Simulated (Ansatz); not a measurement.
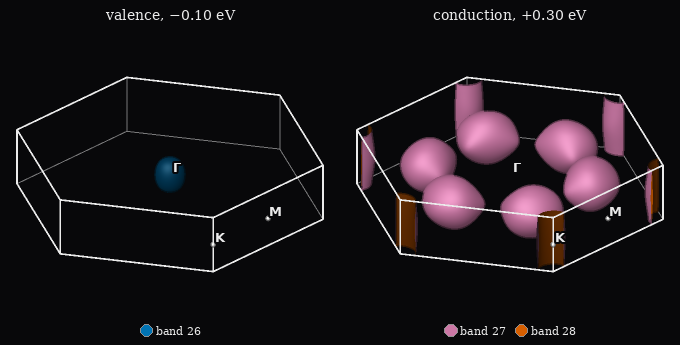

MoS$_{2}$ (space group P6_3/mmc, No. 194): constant-energy surfaces at both band edges (energies from each edge).

These are results of DFT PBE, scalar-relativistic, plane waves, PAW; levels and slopes on a dense k mesh at the converged density in Ansatz 0.2.0, not measurements. No spin polarisation. Mesh 42×42×10, interpolated with the band slopes. The geometry was not relaxed.

Masses come from a second pass at points close to the extrema; at the energies drawn a band may no longer be parabolic.

### Is the gap direct or indirect, and how large does the calculation make it?

The gap is indirect, 0.87 eV at this level of theory, which underestimates gaps and can reorder valleys that lie close.

### Give the valleys and their effective masses.

Valence band (extrema up to 0.10 eV from the edge): one maximum at Γ, principal masses 0.68, 0.68 and 0.99 mₑ. Band 26 forms the valence edge.
Conduction band (extrema up to 0.30 eV from the edge): six equivalent minima on the K–Γ line, principal masses 0.56, 0.56 and 0.78 mₑ; two equivalent minima at K, 0.17 eV above the edge. Band 27 forms the conduction edge; band 28 begins 0.17 eV higher (on the H–K line). The surfaces also take in H, where this band lies 0.18 eV above its edge, so they needn't be separate pockets.

Where one band's surface lies inside another's, the outer one hides all or part of it.

Spin-orbit coupling, left out here, can change the gap, its kind, the place of the band edges and the masses, since the compound holds Mo.
